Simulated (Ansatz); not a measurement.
## Two runs on SiO2

System: SiO2 (P6₂22, 9 atoms in the cell).
Method of the first run: DFT, PBE, plane waves, PAW, no spin polarisation (Ansatz 0.2.0).

The structure derives from an entry of the Crystallography Open Database. The geometry comes from this level: r2SCAN. Text and figures count atoms from 1; the logs count them from 0 in places.

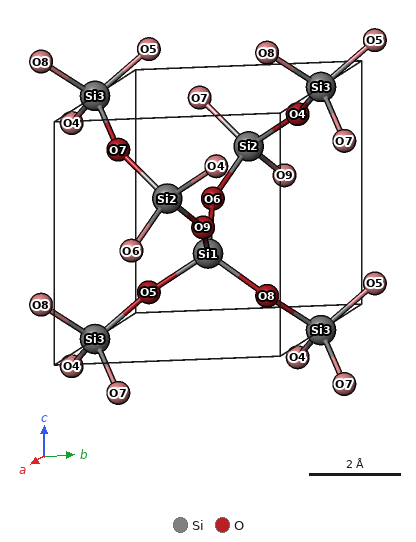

Figure 1. The input geometry (ball-and-stick view of the cell of the calculation, seen slightly off an axis; neighbours outside the cell are drawn fainter; atoms are numbered from 1 in the order of the input). Near neighbours in the crystal (not all of them lie inside the picture): Si has 4 O at 1.61 Å; O has 2 Si at 1.61 Å.

Input file, the first run:
```yaml
crystal:
  lattice:
    - [5.0590584133, 0.0, 0.0]
    - [-2.5295292067, 4.3812731051, 0.0]
    - [0.0, 0.0, 5.5410361447]
  atoms:
    - { symbol: Si, position: [0.5, 0.5, 0.3333333333] }
    - { symbol: Si, position: [0.0, 0.5, 0.6666666667] }
    - { symbol: Si, position: [0.5, 0.0, 0.0] }
    - { symbol: O, position: [0.2082404179, 0.7917595821, 0.8333333333] }
    - { symbol: O, position: [0.4164808359, 0.2082404179, 0.1666666667] }
    - { symbol: O, position: [0.2082404179, 0.4164808359, 0.5] }
    - { symbol: O, position: [0.7917595821, 0.2082404179, 0.8333333333] }
    - { symbol: O, position: [0.5835191641, 0.7917595821, 0.1666666667] }
    - { symbol: O, position: [0.7917595821, 0.5835191641, 0.5] }
kpoints:
  mp_grid: { grid: [6, 6, 6] }
  band_path:
    path:
      - [0.0, 0.0, 0.0]
      - [0.5, 0.0, 0.0]
      - [0.3333333333, 0.3333333333, 0.0]
      - [0.0, 0.0, 0.5]
      - [0.5, 0.0, 0.5]
      - [0.3333333333, 0.3333333333, 0.5]
      - [0.0, 0.0, 0.427083]
    npoints: 1
hamiltonian:
  xc: pbe
scf:
  occupations: { method: fixed }
  n_extra_bands: 6
output:
  forces: true
  stress: true
  eigenvalues: true
```

Launched with:
```bash
ansatz run input.yaml --threads 2 --pin off --max-ram 3686MiB --backend cpu --events-out ev --progress --plain --runs-dir out
```

Hardware: 2 threads of Arm Neoverse V2, 24 GiB of memory available, shared host.

Output, shortened to warnings, some set-up lines, iterations and results (the first run):
```
Basis set: ecut = 420 eV, 2437 PW (Γ), exchange–correlation on 72×72×80 points (8 copies of the dense FFT grid, shifted against one another)
Symmetry: 12 space group operations
k-points: 28 of 216 (time reversal used)
Initial density: superposition of atomic densities (neutral atoms: chi_scale 0, normalization atom), corrected by the library's trained network
[...]
SCF iter   1: F=—  HF=-5322.140269 eV  |F-HF|=—  |Δ(HF+E_count)|=         —  Δρ=1.60e-3  dr2=2.03e-3  ethr=1.77e-3  ⟨swp⟩=5.0  Hψ=3941  notcnv=0  defer=95
SCF iter   2: F=—  HF=-5322.141554 eV  |F-HF|=—  |Δ(HF+E_count)|=   1.28e-3  Δρ=5.88e-4  dr2=1.75e-4  ethr=4.23e-6  ⟨swp⟩=2.8  Hψ=1660  notcnv=0  defer=111
SCF iter   3: F=—  HF=-5322.141945 eV  |F-HF|=—  |Δ(HF+E_count)|=   3.91e-4  Δρ=2.37e-4  dr2=4.10e-5  ethr=3.65e-7  ⟨swp⟩=2.6  Hψ=1399  notcnv=0  defer=110
SCF iter   4: F=—  HF=-5322.141986 eV  |F-HF|=—  |Δ(HF+E_count)|=   4.08e-5  Δρ=4.14e-5  dr2=2.04e-6  ethr=8.54e-8  ⟨swp⟩=2.0  Hψ=1398  notcnv=0  defer=110
SCF iter   5: F=—  HF=-5322.141988 eV  |F-HF|=—  |Δ(HF+E_count)|=   2.10e-6  Δρ=7.64e-6  dr2=1.13e-7  ethr=4.26e-9  ⟨swp⟩=2.9  Hψ=1680  notcnv=0  defer=110
SCF iter   6: F=-5322.141988 eV  HF=-5322.141988 eV  |F-HF|=6.42e-9  |Δ(HF+E_count)|=   1.34e-7  Δρ=1.64e-6  dr2=5.32e-9  ethr=2.08e-10  ⟨swp⟩=12.9  Hψ=4470  notcnv=0
SCF 1 converged in 6 iterations: F = -5322.141988 eV  dr2 = 5.32e-9
NSCF: frozen V_eff on 7 k-points
SCF converged after 6 iterations
Free energy (F): -5322.141988 eV
Harris-Foulkes:  -5322.141988 eV  (|F-HF|=6.42e-9)
Internal energy: -5322.141988 eV  (E = F + TS)
E sigma→0 (E₀):  -5322.141988 eV
Fermi energy:    1.859468 eV
--- Per-component energies (eV) ---
  E_band       = -242.754411
  E_kinetic    = 1209.926000
  E_local      = -3178.252563  (includes V_loc(G=0)·N_el)
  E_nonlocal   = 361.071836
  E_hartree    = 1153.299229
  E_xc         = -612.905740
  E_vxc        = -711.415190  (∫ρ·V_xc dr)
  E_paw        = -2494.572546  (= ΣΔE_a)
  E_vpaw       = -230.698762  (= ΣTr[D̂ρ^β])
  E_aug_tail   = 0.015734  (compensation charges beyond the density's cutoff)
  E_ewald      = -1760.723938
  E_smearing   = -0.000000  (= −TS)
  E_closure    = 0.000000  (closes the sum)
  Σ components = -5322.141988   (vs F -5322.141988, Δ=0.00e0)
--- Forces (eV/Å), atoms counted from 1 ---
  atom   1  Si    -0.00000000    -0.00000000    -0.00000000
  atom   2  Si    -0.00000000     0.00000000     0.00000000
  atom   3  Si    -0.00000000     0.00000000    -0.00000000
  atom   4  O     -0.19038072     0.10991636     0.00000000
  atom   5  O     -0.19038072    -0.10991636     0.00000000
  atom   6  O      0.00000000    -0.21983272    -0.00000000
  atom   7  O      0.19038072    -0.10991636     0.00000000
  atom   8  O      0.19038072     0.10991636     0.00000000
  atom   9  O     -0.00000000     0.21983272    -0.00000000
  max |Σ_I F_I| component: 2.81e-17 eV/Å
--- Stress (GPa, compression-positive) ---
        4.931280      -0.000000       0.000000
        0.000000       4.931280      -0.000000
        0.000000      -0.000000       4.857955
  P = ⅓ Tr σ = 4.9068 GPa (49.068 kbar)
```

The input of the second run differs as follows (lines with − go, lines with + come):
```diff
-  xc: pbe
+  xc: r2scan
```

How does the second run compare with the first run?

The total energies belong to different methods, so their difference says nothing on which is more stable or more accurate. The gap on the mesh goes from 5.72 to 6.30 eV. The pressure goes from 4.91 to 0.01 GPa. The largest force goes from 0.220 to 0.000 eV/Å. The functional changes from PBE to r2SCAN. The SCF takes 7 iterations against 6. The default cutoff goes from 420 to 500 eV with the change. The plane waves at Γ go from 2437 to 3147. On the same kind of shared host the second run took about 2.1 times as long.

Output, shortened to warnings, some set-up lines, iterations and results (the second run):
```
Basis set: ecut = 500 eV, 3147 PW (Γ), exchange–correlation on 160×160×180 points (64 copies of the dense FFT grid, shifted against one another)
Symmetry: 12 space group operations
k-points: 28 of 216 (time reversal used)
Initial density: superposition of atomic densities (neutral atoms: chi_scale 0, normalization atom), corrected by the library's trained network
[...]
SCF iter   1: F=—  HF=-5339.945613 eV  |F-HF|=—  |Δ(HF+E_count)|=         —  Δρ=6.39e-3  dr2=4.86e-2  dr2_τ=7.87e-1  ethr=1.77e-3  ⟨swp⟩=5.0  Hψ=3968  notcnv=0  defer=94
SCF iter   2: F=—  HF=-5340.199531 eV  |F-HF|=—  |Δ(HF+E_count)|=   2.54e-1  Δρ=4.40e-3  dr2=1.66e-2  dr2_τ=1.06e-3  ethr=1.01e-4  ⟨swp⟩=3.2  Hψ=1889  notcnv=0  defer=109
SCF iter   3: F=—  HF=-5340.196866 eV  |F-HF|=—  |Δ(HF+E_count)|=   2.67e-3  Δρ=4.56e-4  dr2=9.18e-5  dr2_τ=1.37e-4  ethr=3.46e-5  ⟨swp⟩=2.0  Hψ=1366  notcnv=0  defer=109
SCF iter   4: F=—  HF=-5340.197058 eV  |F-HF|=—  |Δ(HF+E_count)|=   1.93e-4  Δρ=1.75e-4  dr2=1.90e-5  dr2_τ=1.89e-6  ethr=1.91e-7  ⟨swp⟩=2.0  Hψ=1532  notcnv=0  defer=110
SCF iter   5: F=—  HF=-5340.197065 eV  |F-HF|=—  |Δ(HF+E_count)|=   6.56e-6  Δρ=6.22e-5  dr2=4.89e-6  dr2_τ=2.88e-7  ethr=3.97e-8  ⟨swp⟩=2.0  Hψ=1465  notcnv=0  defer=110
SCF iter   6: F=—  HF=-5340.197066 eV  |F-HF|=—  |Δ(HF+E_count)|=   7.82e-7  Δρ=2.82e-5  dr2=1.12e-6  dr2_τ=1.62e-8  ethr=1.02e-8  ⟨swp⟩=2.2  Hψ=1475  notcnv=0  defer=110
SCF iter   7: F=-5340.197066 eV  HF=-5340.197066 eV  |F-HF|=3.91e-11  |Δ(HF+E_count)|=   1.52e-7  Δρ=4.21e-6  dr2=2.45e-8  dr2_τ=7.75e-10  ethr=2.08e-10  ⟨swp⟩=12.0  Hψ=5254  …
SCF 1 converged in 7 iterations: F = -5340.197066 eV  dr2 = 2.45e-8
NSCF: frozen V_eff on 7 k-points
SCF converged after 7 iterations
Free energy (F): -5340.197066 eV
Harris-Foulkes:  -5340.197066 eV  (|F-HF|=3.91e-11)
Internal energy: -5340.197066 eV  (E = F + TS)
E sigma→0 (E₀):  -5340.197066 eV
Fermi energy:    1.402035 eV
--- Per-component energies (eV) ---
  E_band       = -278.477415
  E_kinetic    = 1215.967924
  E_local      = -3180.846918  (includes V_loc(G=0)·N_el)
  E_nonlocal   = 354.006417
  E_hartree    = 1157.862866
  E_xc         = -599.923706
  E_vxc        = -794.211435  (∫ρ·V_xc dr)
  E_paw        = -2526.125043  (= ΣΔE_a)
  E_vpaw       = -239.203361  (= ΣTr[D̂ρ^β])
  E_aug_tail   = 0.006277  (compensation charges beyond the density's cutoff)
  E_vtau       = 50.080971  (kinetic-family band-sum trace: ∫τ·v_τ [+ j·A + Jᵃ·Aᵃ] dr)
  E_ewald      = -1760.723938
  E_core_change = -0.420944  (= ΣΔE_core)
  E_smearing   = -0.000000  (= −TS)
  E_closure    = -0.000000  (closes the sum)
  Σ components = -5340.197066   (vs F -5340.197066, Δ=0.00e0)
--- Forces (eV/Å), atoms counted from 1 ---
  atom   1  Si     0.00000000     0.00000000    -0.00000000
  atom   2  Si     0.00000000     0.00000000     0.00000000
  atom   3  Si     0.00000000     0.00000000    -0.00000000
  atom   4  O      0.00007522    -0.00004343    -0.00000000
  atom   5  O      0.00007522     0.00004343     0.00000000
  atom   6  O     -0.00000000     0.00008686    -0.00000000
  atom   7  O     -0.00007522     0.00004343    -0.00000000
  atom   8  O     -0.00007522    -0.00004343     0.00000000
  atom   9  O      0.00000000    -0.00008686    -0.00000000
  max |Σ_I F_I| component: 2.21e-17 eV/Å
--- Stress (GPa, compression-positive) ---
        0.015075       0.000000       0.000000
        0.000000       0.015075       0.000000
       -0.000000       0.000000       0.008526
  P = ⅓ Tr σ = 0.0129 GPa (0.129 kbar)
```

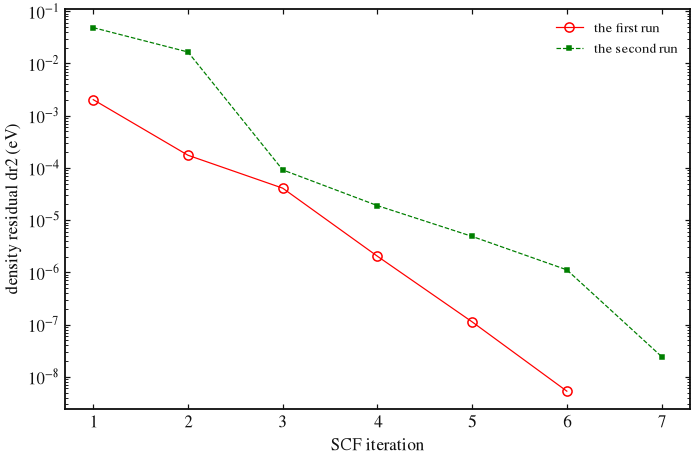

Figure 2. Convergence of the two runs: density residual dr2 against the SCF iteration. The first run takes 6 iterations in all, and the second run takes 7.

The two runs side by side:

| quantity | the first run | the second run |
| --- | --- | --- |
| outcome | converged | converged |
| free energy per atom (eV) | −591.3491 | −593.3552 |
| gap on the mesh (eV) | 5.72 | 6.30 |
| pressure (GPa) | 4.91 | 0.01 |
| largest force (eV/Å) | 0.220 | 0.000 |
| SCF iterations | 6 | 7 |
| irreducible k-points | 28 | 28 |
| plane waves at Γ | 2437 | 3147 |
| wall time (shared host) | 5.5 s | 11 s |
